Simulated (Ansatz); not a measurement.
## Run report: TaN, single-point calculation (part 3 of 3)

Continued. System: TaN (F-43m, 2 atoms in the cell). Method: DFT r2SCAN+U+J, scalar-relativistic, plane waves, PAW, U = 4 eV, J = 0.9 eV on Ta atom 1 d, spin-polarised (Ansatz 0.2.0); cutoff 500 eV, 7×7×7 k-mesh, Gaussian smearing of 0.05 eV, collinear spins. The structure was built on a prototype by a generator; it need not be a known phase. It belongs to a series of runs on one base structure; here: random orbitals: random, high filling.

Geometry of the input (Å; fractional positions):
```
0.0000  2.4911  2.4911
2.4911  0.0000  2.4911
2.4911  2.4911  0.0000
Ta 0.0000  0.0000  0.0000
N  0.2500  0.2500  0.2500
```

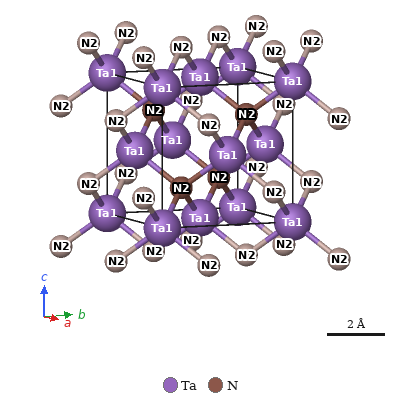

Figure 1. The input geometry (ball-and-stick view of the cell 4 times as large as that of the calculation, set on its symmetry axes, seen slightly off an axis; neighbours outside the cell are drawn fainter; atoms are numbered from 1 in the order of the input).

## Output, continued
```
SCF iter  52: F=-10326.966900 eV  HF=-10326.966900 eV  |F-HF|=8.06e-10  |Δ(HF+E_count)|=   8.30e-8  Δρ=1.51e-6 (↑1.51e-6 ↓9.85e-7)  dr2=3.73e-10  dr2_τ=4.82e-11  dr2_m=3.01e-10  M=0.849 μB ∫|m|=0.933 μB  ethr=4.58e-11  ⟨swp⟩=6.1  Hψ=28735  notcnv=0
SCF iter  53: F=-10326.966900 eV  HF=-10326.966900 eV  |F-HF|=8.22e-10  |Δ(HF+E_count)|=  3.64e-12  Δρ=1.51e-6 (↑1.51e-6 ↓9.85e-7)  dr2=3.73e-10  dr2_τ=4.82e-11  dr2_m=3.01e-10  M=0.849 μB ∫|m|=0.933 μB  ethr=2.07e-12  ⟨swp⟩=4.8  Hψ=26523  notcnv=0
WARN: hamiltonian.hubbard: on 1 of 2 specified blocks the occupation matrix of this SCF's result fails the test of the specified filling. At site 0 ↑ (sites count from 0 in the list of atoms of the cell that this SCF solves) the least filled combination of the orbitals specified full has occupation 0.383, and the fullest combination of the orbitals specified empty has occupation 0.452; the filling counts as kept where the first is at least 0.75 and exceeds the second by more than 0.25. The state of this SCF's result may not hold the specified filling, though these bounds can also misjudge a state that does. This warning does not say which state is lower in energy, or whether the specified filling is a self-consistent state at all; see hamiltonian.hubbard.sites[].starting_ns, Limitations, and scf.initial_density.shell_occupations in the input reference
SCF 1 converged in 53 iterations: F = -10326.966900 eV  dr2 = 3.73e-10
  greatest PAW one-centre occupation: 0.998 electrons in one spin orbital (limit 2), on the Ta atom at site 0 (counted from 0), in its partial waves of l = 0
SCF converged after 53 iterations
Stability not told: the SCF's own minimisation came to no verdict on its close; the lowest value that the minimisation read is 3.2e-2 (residual 1.9e-3): no lower mode is shown, and none is ruled out
Magnetization: 0.8487 μB (9.4243 up, 8.5757 down)
Absolute magnetization: 0.9353 μB (∫|ρ↑−ρ↓|, with the PAW one-centre terms)
Spin contamination: 0.0724 ħ² per cell (⟨S²⟩ above its minimum at these occupations)
Per-site moments (μB) at R_I (Å): [(0.43491832298218, 0.8899249380859772), (-0.012222345693379395, 0.8899249380859772)]
Free energy (F): -10326.966900 eV
Harris-Foulkes:  -10326.966900 eV  (|F-HF|=8.22e-10)
Internal energy: -10326.965378 eV  (E = F + TS)
E sigma→0 (E₀):  -10326.966139 eV
Entropy (-TS):   -0.001522 eV (-0.761 meV/atom)
Fermi energy:    13.782587 eV
--- Per-component energies (eV) ---
  E_band       = -184.483547
  E_kinetic    = 492.913294
  E_local      = -953.160577  (includes V_loc(G=0)·N_el)
  E_nonlocal   = 58.369742
  E_hartree    = 321.843611
  E_xc         = -261.996036
  E_vxc        = -303.611153  (∫ρ·V_xc dr)
  E_hubbard    = 2.756817  (on-site DFT+U / exact-exchange correction)
  E_vhub       = 0.092808  (the Hubbard potential's part of the band-sum identity)
  E_paw        = -8550.905215  (= ΣΔE_a)
  E_vpaw       = -138.745178  (= ΣTr[D̂ρ^β])
  E_aug_tail   = 0.000106  (compensation charges beyond the density's cutoff)
  E_vtau       = 15.970438  (kinetic-family band-sum trace: ∫τ·v_τ [+ j·A + Jᵃ·Aᵃ] dr)
  E_ewald      = -1436.001276
  E_core_change = -0.785845  (= ΣΔE_core)
  E_smearing   = -0.001522  (= −TS)
  E_closure    = 0.000000  (closes the sum)
  Σ components = -10326.966900   (vs F -10326.966900, Δ=0.00e0)
--- DFT+U+J on-site energies (Liechtenstein; fll double counting; per corrected site; eV) ---
  site 0 (l=d): U=4.0000  J=0.9000  Tr N=3.4973  E_int=18.873169  E_dc=16.116352  E_U=2.756817
--- Specified on-site occupations, and those of the state reported ---
  electrons in the specified blocks: 2.1000 specified, 3.4973 found
  site 0 (l=d) ↑: largest change of an orbital's occupation 0.5968; electrons 2.0000 specified, 2.1872 found; spectral distance 0.7494
  site 0 (l=d) ↓: largest change of an orbital's occupation 0.3429; electrons 0.1000 specified, 1.3101 found; spectral distance 0.6007
--- Forces (eV/Å), atoms counted from 1 ---
  atom   1  Ta    -0.00002499    -0.00004071     0.00000102
  atom   2  N      0.00002457     0.00003784    -0.00000274
  max |Σ_I F_I| component: 2.87e-6 eV/Å
--- Stress (GPa, compression-positive) ---
      -18.958412      -0.000015       0.000091
       -0.000015     -18.000615       0.000118
        0.000093       0.000117     -18.357298
  P = ⅓ Tr σ = -18.4388 GPa (-184.388 kbar)
--- Band table (eV; the first three rows and the last of 344) ---
  k-point 0 ↑: bands = ["-57.5238", "-23.4173", "-23.3183", "-23.2936", "-3.4932", "7.5718", "7.6769", "8.2898", "12.1041", "12.5676", "15.0740", "19.0268", "19.1514", "19.9775"]
  k-point 1 ↑: bands = ["-57.5216", "-23.4418", "-23.3416", "-23.3078", "-3.3001", "7.3587", "7.7358", "8.2809", "12.0300", "13.5755", "14.9057", "18.6990", "19.1582", "19.9826"]
  k-point 2 ↑: bands = ["-57.5152", "-23.5223", "-23.3804", "-23.3262", "-2.8754", "7.0857", "7.8716", "8.4518", "12.2266", "14.8347", "15.1485", "17.8467", "18.6809", "19.5577"]
  k-point 171 ↓: bands = ["-57.1405", "-23.3340", "-22.7350", "-22.6144", "-2.4606", "7.5833", "8.4780", "8.7275", "13.9355", "15.6121", "17.1516", "18.2121", "18.6927", "19.3023"]
Occupation matrices written to [file]
--- Löwdin populations: 2 sites ---
  site symbol       q [e]    m [muB]
     0     Ta     12.0095     0.8951
     1      N      5.8571    -0.0431
  spilling = 0.007406 (of n_electrons = 18.000000)
--- Occupation matrices: 1 shell (run DFT+U table (all-electron-ortho-atomic); ε = 3.02e-3) ---
  Ta0 d_5D: site group Td (-43m)
  Ta0 d_5D up     Tr n = 2.1872  λ = 0.159 0.314 0.405 0.422 0.887  [x2-y2 0.70 (E 1.00) E(1.00) | xz 1.00 (T2 1.00) T2(1.00) | xy 1.00 (T2 1.00) T2(1.00) | yz 1.00 (T2 1.00) T2(1.00) | z2 0.70 (E 1.00) E(1.00)]
  Ta0 d_5D dn     Tr n = 1.3101  λ = 0.091 0.152 0.344 0.361 0.363  [z2 0.70 (E 1.00) E(1.00) | x2-y2 0.70 (E 1.00) E(1.00) | xz 1.00 (T2 1.00) T2(1.00) | 2× yz 0.50 (T2 1.00) T2(1.00)]
  specified occupation → Ta0 d_5D up: matrix, ‖Δ‖_F = 0.9402, Tr Δ = -0.1872, displaced = 0.9863, d_λ = 0.7494; orbital distance = 0.9802
  specified occupation → Ta0 d_5D dn: matrix, ‖Δ‖_F = 0.6007, Tr Δ = -1.2101, displaced = 0.6050, d_λ = 0.6007; orbital distance = 0.0000
  Tr n, λ and their labels are of the run-group-symmetrised matrices; stabiliser: 4 of 48 elements of G0×{1,Θ} (closed), max defect 2.4e-4 at τ = 6.4e-4
```

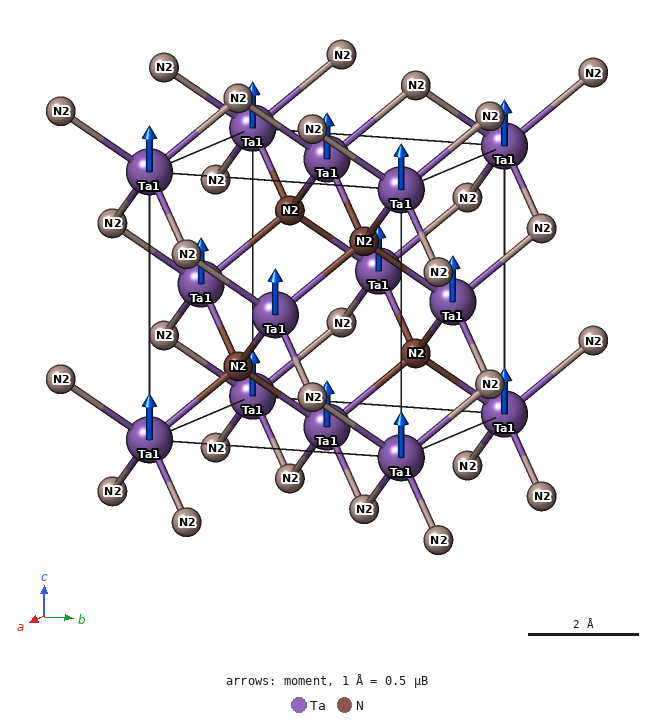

Figure 2. Magnetic moments of the sites as blue arrows (ball-and-stick view of the cell 4 times as large as that of the calculation, set on its symmetry axes, seen slightly off an axis; neighbours outside the cell are drawn fainter; atoms are numbered from 1 in the order of the input); small moments hardly show. The run is collinear, so the axis drawn is arbitrary. Site moments: Ta1 (0.43 μB). They are counted near the atoms and needn't add up to the moment of the cell.

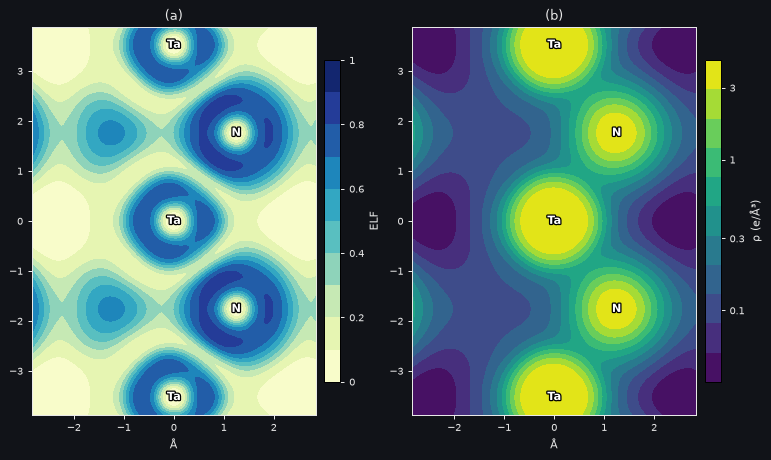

Figure 3. (a) electron localisation function; (b) valence pseudo-density on the (101) plane of the conventional cell. Atoms in the plane: Ta and N. Ta–N (2.16 Å): the density is about 0.65 e/Å³ at the midpoint; the ELF is about 0.25 at the midpoint; no shared pair; the contact is polar. Away from the nuclei the density in this plane falls to 0.03 e/Å³ at its lowest.5. The strong features right at Ta lie inside the PAW spheres (semicore, d or f shells) and say nothing about bonding. In a PAW calculation such maps are meaningful between the atoms, not at the nuclei.

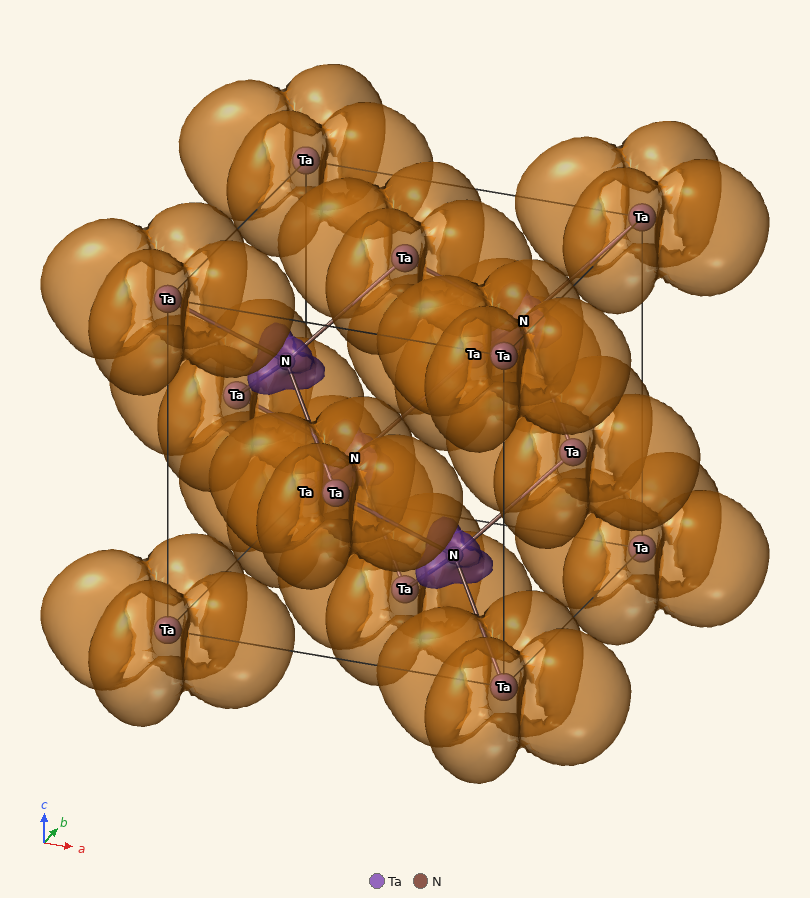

Figure 4. Isosurfaces of the spin density (up minus down) at +0.02 (orange) and −0.02 e/Å³ (purple), seen at an oblique angle. Sticks mark near contacts. The outline is the cell set on symmetry axes. The cell of the calculation (2 atoms) carries 0.8 μB net.

## Results in brief

```csv
quantity,value
outcome,converged
space group (tolerance 0.01 Å),F-43m (216)
electrons treated,18
free energy,−10326.9669 eV
Fermi energy,13.783 eV
gap on the k-point mesh,none (metallic)
net moment of the cell,0.85 μB
integrated absolute moment,0.94 μB
pressure,−18.44 GPa
largest force (length of the vector),under 0.001 eV/Å
wall time,7 min (CPU time 14 min)
peak memory,0.84 GiB
```

The program warns: the typed occupations were not kept; the occupation matrices lower the symmetry. Spin–orbit coupling is left out, which matters for Ta. The cell is under a tension of 18.4 GPa at this level, so it is not at its equilibrium volume.
